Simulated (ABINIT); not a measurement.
**Run report: Br, Bethe–Salpeter calculation (part 1 of 2)**

- system: Br (Cmce, 4 atoms in the cell)
- method: Kohn-Sham DFT of a periodic cell, LDA, PseudoDojo NC SR LDA v0.4.1 standard, BSE, no spin polarisation (ABINIT 10.8.3)

The structure derives from an entry of the Crystallography Open Database.

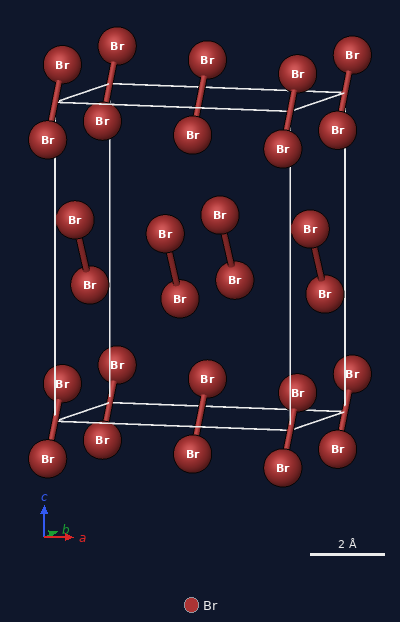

Fig. 1: The structure (ball-and-stick view of the cell 2 times as large as that of the calculation, set on its symmetry axes, seen slightly off an axis). An atom can appear more than once, as a periodic image.

## Input
```
ndtset 3

pp_dirpath "./"
pseudos "Br.upf"

acell 3*1.0 Angstrom
rprim
     3.3632500000    -2.3225500000     0.0000000000
     3.3632500000     2.3225500000     0.0000000000
     0.0000000000     0.0000000000     8.7023000000
ntypat 1
znucl 35
natom 4
typat 1 1 1 1
chkprim 0
chksymtnons 0
tolsym 1.0e-6
xred
   0.3651000000   0.6349000000   0.3901000000
   0.1349000000   0.8651000000   0.8901000000
   0.6349000000   0.3651000000   0.6099000000
   0.8651000000   0.1349000000   0.1099000000

ecut 18.0

kptopt 1
ngkpt 4 4 2
nshiftk 1
shiftk 0.11 0.21 0.31
chksymbreak 0
istwfk *1

ixc 7

occopt 1

nstep 80
diemac 6.0

iomode 3
prteig 0
prtebands 0

nband1 14
tolvrs1 1.0e-12
prtden1 1
prtwf1 0
ngkpt1 4 4 2
nshiftk1 1
shiftk1 0.0 0.0 0.0

iscf2 -2
getden2 1
nband2 23
nbdbuf2 4
tolwfr2 1.0e-12
nstep2 120
prtden2 0

optdriver3 99
getwfk3 2
getden3 1
bs_calctype3 1
mbpt_sciss3 0.8 eV
bs_exchange_term3 1
bs_coulomb_term3 0
bs_coupling3 0
bs_algorithm3 1
bs_loband3 9
nband3 17
ecutwfn3 18.0
ecuteps3 4.0
bs_freq_mesh3 0.0 12.0 0.05 eV
zcut3 0.3 eV
inclvkb3 2
```

Hardware: 1 thread of Intel Xeon (Sapphire Rapids), 176 GiB of memory available, shared host.

Launched with:
```bash
abinit run.abi > log 2>&1
```

## Log
```
.Version 10.8.3 of ABINIT
 DATASET    1 : space group Cm c a (# 64); Bravais oC (1-face-center ortho.)
================================================================================
 Values of the parameters that define the memory need for DATASET  1.
     intxc =       0    ionmov =       0      iscf =       7    lmnmax =       6
     lnmax =       6     mgfft =      64  mpssoang =       3    mqgrid =    3141
     natom =       4  nloc_mem =       1    nspden =       1   nspinor =       1
    nsppol =       1      nsym =       8    n1xccc =    2501    ntypat =       1
    occopt =       1   xclevel =       1
       mpw =        3392          nfft =       57600          nkpt =          14
================================================================================
================================================================================

 DATASET    2 : space group Cm c a (# 64); Bravais oC (1-face-center ortho.)
================================================================================
 Values of the parameters that define the memory need for DATASET  2.
     intxc =       0    ionmov =       0      iscf =      -2    lmnmax =       6
     lnmax =       6     mgfft =      64  mpssoang =       3    mqgrid =    3141
     natom =       4  nloc_mem =       1    nspden =       1   nspinor =       1
    nsppol =       1      nsym =       8    n1xccc =    2501    ntypat =       1
    occopt =       1   xclevel =       1
       mpw =        3366          nfft =       57600          nkpt =          32
================================================================================
================================================================================

 DATASET    3 : space group Cm c a (# 64); Bravais oC (1-face-center ortho.)
================================================================================
 Values of the parameters that define the memory need for DATASET  3.
     intxc =       0    ionmov =       0      iscf =       7    lmnmax =       6
     lnmax =       6     mgfft =      64  mpssoang =       3    mqgrid =    3141
     natom =       4  nloc_mem =       1    nspden =       1   nspinor =       1
    nsppol =       1      nsym =       8    n1xccc =    2501    ntypat =       1
    occopt =       1   xclevel =       1
       mpw =        3366          nfft =       57600          nkpt =          32
================================================================================
================================================================================

--------------------------------------------------------------------------------
------------- Echo of variables that govern the present computation ------------
--------------------------------------------------------------------------------
 -outvars: echo values of preprocessed input variables --------
            acell      1.8897261259E+00  1.8897261259E+00  1.8897261259E+00 Bohr
              amu      7.99040000E+01
     bs_algorithm1          2
     bs_algorithm2          2
     bs_algorithm3          1
  bs_coulomb_term1         11
  bs_coulomb_term2         11
  bs_coulomb_term3          0
     bs_freq_mesh1     0.00000000E+00  0.00000000E+00  3.67493222E-04 Hartree
     bs_freq_mesh2     0.00000000E+00  0.00000000E+00  3.67493222E-04 Hartree
     bs_freq_mesh3     0.00000000E+00  4.40991866E-01  1.83746611E-03 Hartree
        bs_loband1          0
        bs_loband2          0
        bs_loband3          9
          chkprim           0
      chksymbreak           0
      chksymtnons           0
           diemac      6.00000000E+00
             ecut      1.80000000E+01 Hartree
          ecuteps1     0.00000000E+00 Hartree
          ecuteps2     0.00000000E+00 Hartree
          ecuteps3     4.00000000E+00 Hartree
          ecutwfn1     0.00000000E+00 Hartree
          ecutwfn2     0.00000000E+00 Hartree
          ecutwfn3     1.80000000E+01 Hartree
           getden1          0
           getden2          1
           getden3          1
           getwfk1          0
           getwfk2          0
           getwfk3          2
             iscf1          7
             iscf2         -2
             iscf3          7
              ixc           7
           jdtset        1    2    3
         kptrlatt        4    0    0      0    4    0      0    0    2
          kptrlen      3.08952032E+01
       mbpt_sciss1     0.00000000E+00 Hartree
       mbpt_sciss2     0.00000000E+00 Hartree
       mbpt_sciss3     2.93994577E-02 Hartree
            natom           4
            nband1         14
            nband2         23
            nband3         17
           nbdbuf1          0
           nbdbuf2          4
           nbdbuf3          0
           ndtset           3
            ngfft          30      30      64
             nkpt1         14
             nkpt2         32
             nkpt3         32
           npweps1          0
           npweps2          0
           npweps3        357
            nstep1         80
            nstep2        120
            nstep3         80
             nsym           8
           ntypat           1
        optdriver1          0
        optdriver2          0
        optdriver3         99
           prtden1          1
           prtden2          0
           prtden3          1
        prtebands           0
           prteig           0
            prtwf1          0
            prtwf2          1
            prtwf3          1
            rprim      3.3632500000E+00 -2.3225500000E+00  0.0000000000E+00
                       3.3632500000E+00  2.3225500000E+00  0.0000000000E+00
                       0.0000000000E+00  0.0000000000E+00  8.7023000000E+00
           shiftk1     0.00000000E+00  0.00000000E+00  0.00000000E+00
           shiftk2     1.10000000E-01  2.10000000E-01  3.10000000E-01
           shiftk3     1.10000000E-01  2.10000000E-01  3.10000000E-01
          spgroup          64
           tolsym      1.00000000E-06
           tolvrs1     1.00000000E-12
           tolvrs2     0.00000000E+00
           tolvrs3     0.00000000E+00
           tolwfr1     0.00000000E+00
           tolwfr2     1.00000000E-12
           tolwfr3     0.00000000E+00
            typat      1  1  1  1
           xangst      3.3632500000E+00  6.2662399000E-01  3.3947672300E+00
                       3.3632500000E+00  1.6959260100E+00  7.7459172300E+00
                       3.3632500000E+00 -6.2662399000E-01  5.3075327700E+00
                       3.3632500000E+00 -1.6959260100E+00  9.5638277000E-01
            xcart      6.3556213930E+00  1.1841477250E+00  6.4151803259E+00
                       6.3556213930E+00  3.2048356887E+00  1.4637662159E+01
                       6.3556213930E+00 -1.1841477250E+00  1.0029783340E+01
                       6.3556213930E+00 -3.2048356887E+00  1.8073015068E+00
             xred      3.6510000000E-01  6.3490000000E-01  3.9010000000E-01
                       1.3490000000E-01  8.6510000000E-01  8.9010000000E-01
                       6.3490000000E-01  3.6510000000E-01  6.0990000000E-01
                       8.6510000000E-01  1.3490000000E-01  1.0990000000E-01
             zcut1     3.67493260E-03 Hartree
             zcut2     3.67493260E-03 Hartree
             zcut3     1.10247967E-02 Hartree
            znucl       35.00000

================================================================================

 chkinp: Checking input parameters for consistency, jdtset=   1.

 chkinp: Checking input parameters for consistency, jdtset=   2.

 chkinp: Checking input parameters for consistency, jdtset=   3.

================================================================================
== DATASET  1 ==================================================================

--- !DatasetInfo
iteration_state: {dtset: 1, }
dimensions: {natom: 4, nkpt: 14, mband: 14, nsppol: 1, nspinor: 1, nspden: 1, mpw: 3392, }
cutoff_energies: {ecut:  18.0, pawecutdg:  -1.0, }
electrons: {nelect:   2.80000000E+01, charge:   0.00000000E+00, occopt:   1.00000000E+00, tsmear:   1.00000000E-02, }
meta: {optdriver: 0, ionmov: 0, optcell: 0, iscf: 7, paral_kgb: 0, }
...

 Exchange-correlation functional for the present dataset will be:
  LDA: Perdew-Wang 92 LSD fit to Ceperley-Alder data - ixc=7
  J.P.Perdew and Y.Wang, PRB 45, 13244 (1992)

 Real(R)+Recip(G) space primitive vectors, cartesian coordinates (Bohr,Bohr^-1):
 R(1)=  6.3556214 -4.3889834  0.0000000  G(1)=  0.0786705 -0.1139216  0.0000000
 R(2)=  6.3556214  4.3889834  0.0000000  G(2)=  0.0786705  0.1139216  0.0000000
 R(3)=  0.0000000  0.0000000 16.4449637  G(3)=  0.0000000  0.0000000  0.0608089
 Unit cell volume ucvol=  9.1745521E+02 bohr^3
 Angles (23,13,12)=  9.00000000E+01  9.00000000E+01  6.92553688E+01 degrees

 getcut: wavevector=  0.0000  0.0000  0.0000  ngfft=  30  30  64
         ecut(hartree)=     18.000   => boxcut(ratio)=   2.03422

--- Pseudopotential description ------------------------------------------------
- pspini: atom type   1  psp file is ./Br.upf
  35.00000   7.00000  180309                  znucl, zion, pspdat
12 -1012 2 -1 1084                            pspcod,pspxc,lmax,lloc,mmax
     nproj     2     2     2

   1.14708126E+03                                ecore*ucvol(ha*bohr**3)
--------------------------------------------------------------------------------

================================================================================

--- !BeginCycle
iteration_state: {dtset: 1, }
solver: {iscf: 7, nstep: 80, nline: 4, wfoptalg: 0, }
tolerances: {tolvrs: 1.00E-12, }
...

     iter   Etot(hartree)      deltaE(h)  residm     vres2
 ETOT  1  -63.021134173146    -6.302E+01 2.393E-02 6.321E+00
 ETOT  2  -63.110068593723    -8.893E-02 1.217E-03 1.505E+00
 ETOT  3  -63.110697719261    -6.291E-04 2.618E-05 9.984E-02
 ETOT  4  -63.110757870410    -6.015E-05 4.491E-06 3.694E-03
 ETOT  5  -63.110759201789    -1.331E-06 6.287E-08 1.473E-04
 ETOT  6  -63.110759314132    -1.123E-07 8.497E-09 7.582E-06
 ETOT  7  -63.110759320456    -6.324E-09 8.228E-10 7.152E-07
 ETOT  8  -63.110759321101    -6.459E-10 6.950E-11 5.982E-09
 ETOT  9  -63.110759321136    -3.456E-11 1.231E-11 8.331E-10
 ETOT 10  -63.110759321139    -3.084E-12 9.850E-13 4.897E-11
 ETOT 11  -63.110759321140    -8.171E-13 1.644E-13 9.020E-13

 At SCF step   11       vres2   =  9.02E-13 < tolvrs=  1.00E-12 =>converged.

 Cartesian components of stress tensor (hartree/bohr^3)
  sigma(1 1)=  5.45353401E-05  sigma(3 2)=  0.00000000E+00
  sigma(2 2)=  8.20647490E-05  sigma(3 1)=  0.00000000E+00
  sigma(3 3)=  4.04147622E-05  sigma(2 1)=  0.00000000E+00

--- !ResultsGS
iteration_state: {dtset: 1, }
comment   : Summary of ground state results
lattice_vectors:
- [  6.3556214,  -4.3889834,   0.0000000, ]
- [  6.3556214,   4.3889834,   0.0000000, ]
- [  0.0000000,   0.0000000,  16.4449637, ]
lattice_lengths: [   7.72380,    7.72380,   16.44496, ]
lattice_angles: [ 90.000,  90.000,  69.255, ] # degrees, (23, 13, 12)
lattice_volume:   9.1745521E+02
convergence: {deltae: -8.171E-13, res2:  9.020E-13, residm:  1.644E-13, diffor: null, }
etotal    :  -6.31107593E+01
entropy   :   0.00000000E+00
fermie    :   3.70467568E-03
cartesian_stress_tensor: # hartree/bohr^3
- [  5.45353401E-05,   0.00000000E+00,   0.00000000E+00, ]
- [  0.00000000E+00,   8.20647490E-05,   0.00000000E+00, ]
- [  0.00000000E+00,   0.00000000E+00,   4.04147622E-05, ]
pressure_GPa:  -1.7360E+00
xred      :
- [  3.6510E-01,   6.3490E-01,   3.9010E-01, Br]
- [  1.3490E-01,   8.6510E-01,   8.9010E-01, Br]
- [  6.3490E-01,   3.6510E-01,   6.0990E-01, Br]
- [  8.6510E-01,   1.3490E-01,   1.0990E-01, Br]
cartesian_forces: # hartree/bohr
- [ -3.19684570E-20,   5.54783737E-03,  -1.22094398E-02, ]
- [  3.19684570E-20,  -5.54783737E-03,  -1.22094398E-02, ]
- [  3.19684570E-20,  -5.54783737E-03,   1.22094398E-02, ]
- [ -3.19684570E-20,   5.54783737E-03,   1.22094398E-02, ]
force_length_stats: {min:   1.34107762E-02, max:   1.34107762E-02, mean:   1.34107762E-02, }
...

 Integrated electronic density in atomic spheres:
 ------------------------------------------------
 Atom  Sphere_radius  Integrated_density
    1        2.00000          4.16744038
    2        2.00000          4.16744038
    3        2.00000          4.16744038
    4        2.00000          4.16744038
================================================================================

 ----iterations are completed or convergence reached----

 Mean square residual over all n,k,spin=   26.070E-16; max=  16.441E-14
 reduced coordinates (array xred) for    4 atoms
       0.365100000000      0.634900000000      0.390100000000
       0.134900000000      0.865100000000      0.890100000000
       0.634900000000      0.365100000000      0.609900000000
       0.865100000000      0.134900000000      0.109900000000
 rms dE/dt=  1.1762E-01; max dE/dt=  2.0078E-01; dE/dt below (all hartree)
    1       0.024349366211     -0.024349366211      0.200783793444
    2      -0.024349366211      0.024349366211      0.200783793444
    3      -0.024349366211      0.024349366211     -0.200783793444
    4       0.024349366211     -0.024349366211     -0.200783793444
```
